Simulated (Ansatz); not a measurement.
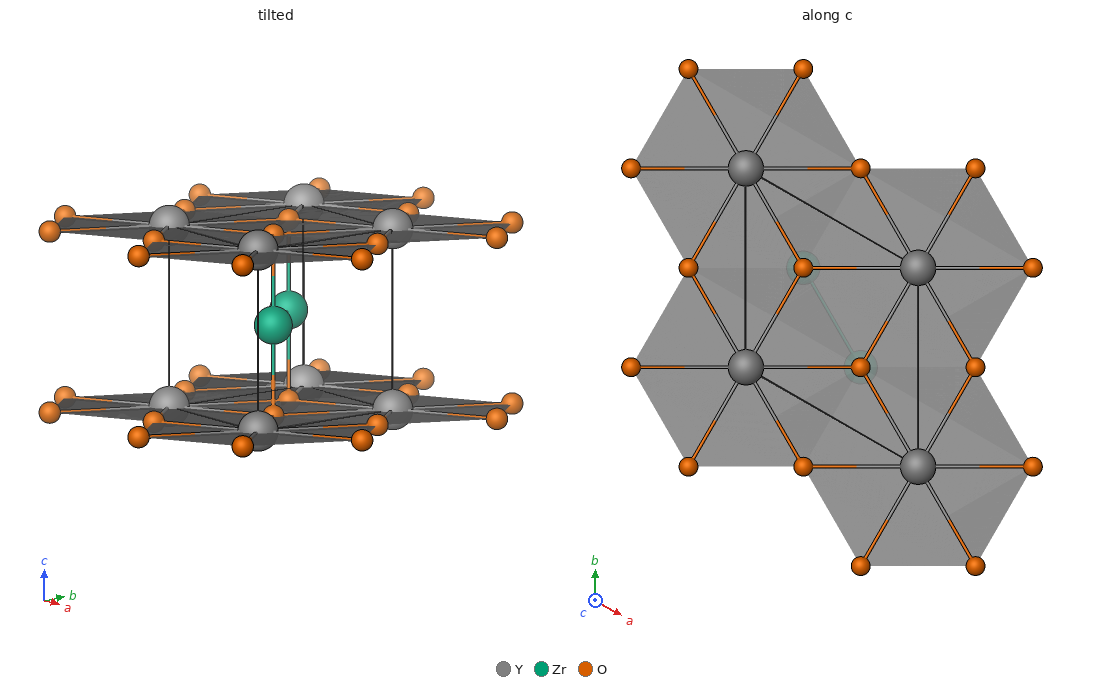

Shown here is a polyhedral view of the crystal, taken slightly off an axis and along the c axis. The conventional unit cell is drawn as a box. Some neighbours outside the box are added. Cell: a = 5.06 Å, b = 5.06 Å, c = 4.10 Å, α = 90.00°, β = 90.00°, γ = 120.00°.

The model was built from a random cell made by a generator, so it need not be a real form of the compound. Earlier steps of the study may have refined or changed the cell and positions. It was the input of a calculation with Ansatz.

### Give a description of the structure.

The structure is one of YZr2O2. It belongs to space group P6/mmm (No. 191) and has a primitive hexagonal lattice. The cell holds 5 atoms (1 Y, 2 Zr, 2 O), Z = 1. Each Y has six O at about 2.9 Å. Each Zr has three Zr and two O in a distorted trigonal bipyramidal arrangement (about 2.9 Å to Zr, 2.0 Å to O). Each O is bonded to three Y and two Zr in a distorted trigonal bipyramidal arrangement (about 2.9 Å to Y, 2.0 Å to Zr). The bonds build a three-dimensional framework.

Theory: DFT PBE, scalar-relativistic, plane waves, PAW in Ansatz 0.2.0. Numerical settings: plane waves up to 420 eV, a 12×12×10 mesh of k-points, Gaussian smearing of 0.1 eV, no spin polarisation.

### Is the electronic structure metallic or gapped?

A metal: bands cross the Fermi level.

### What does a Bader analysis give?

Y +1.53 e; Zr +0.58 e; O -1.35 e.

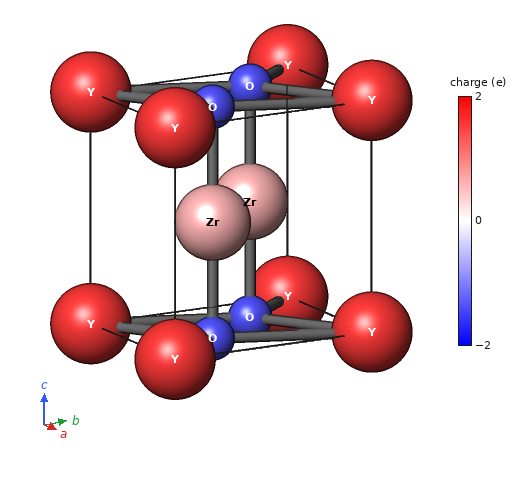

The atoms coloured by those charges. The run's cell of 5 atoms is drawn.

### Is the structure relaxed at this level of theory?

Yes. All forces vanish to within 0.01 eV/Å. The pressure is 0.0 GPa, close to zero.
